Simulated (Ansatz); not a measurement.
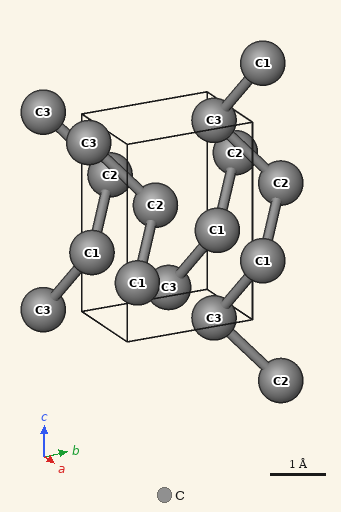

Starting structure of a crystal of C (built on the trigonal selenium_152 type) (coarse preliminary run). A ball-and-stick model of the cell of the calculation, seen slightly off an axis.

Case: trigonal selenium type (P3_121, No. 152).

All numbers below come from DFT PBE, scalar-relativistic, plane waves, PAW in Ansatz.

Input file:
```yaml
crystal:
  lattice:
    - [3.23879907, 0.0, 0.0]
    - [-1.6193995351, 2.8048822724, 0.0]
    - [0.0, 0.0, 3.6745259633]
  atoms:
    - { symbol: C, position: [0.2254, 0.0, 0.3333333333] }
    - { symbol: C, position: [0.0, 0.2254, 0.6666666667] }
    - { symbol: C, position: [0.7746, 0.7746, 0.0] }
basis:
  ecutwfc: 420
kpoints:
  mp_grid: { grid: [6, 6, 6] }
hamiltonian:
  xc: pbe
scf:
  occupations: { method: gaussian, width: 0.1 }
  lower_state_search: "off"
output:
  forces: true
  stress: true
  eigenvalues: true
relax:
  adjacent_minimum: "off"
  f_tol: 0.04
  max_steps: 70
  cell: { stress_tol: 0.4 }
```

What does the optimiser find from here?

Answer. The largest moves relative to the cell, 0.92 Å, are those of C1, C2 and C3. C1 goes along −a. The volume changes by +67.3 %, with a = b 3.239 → 4.096 Å (+26.5 %), c 3.675 → 3.844 Å (+4.6 %). Near-neighbour distances that change, for instance: C1–C2 1.760 → 1.281 Å. Among the angles between lasting bonds that change: C2–C1–C3 103.1° → 180.0°. The space group (tolerance 0.01 Å) goes from P3_121 (No. 152) to P6/mmm (No. 191). After 15 accepted moves (19 points after the start) the energy has fallen by 7.670 eV per cell of the calculation. The largest force component goes from 3.7 to 0.00027 eV/Å. The pressure goes from −44.08 to 0.16 GPa. The line search rejected the trial step at point 9 of the run. At 3 points the geometry stayed and the basis and grid were re-selected for the new cell (energy shift of 83.9 meV per cell of the calculation at most each time). The run took about 40 core-seconds on a shared host.

Final geometry:

```xyz
3
Lattice="4.0958 0.0000 0.0000 -2.0479 3.5471 0.0000 0.0000 0.0000 3.8443" Properties=species:S:1:pos:R:3 pbc="T T T"
C     4.0958    0.0000    1.2814
C    -2.0479    3.5470    2.5629
C     0.0000    0.0000    3.8443
```

After the run, drawn alike:

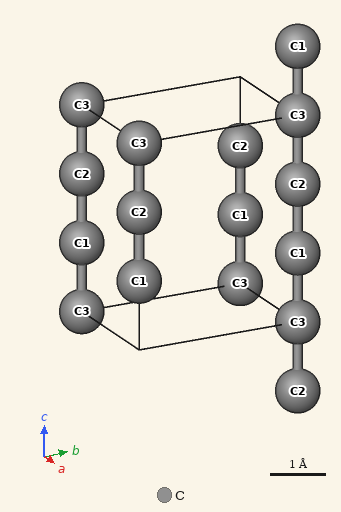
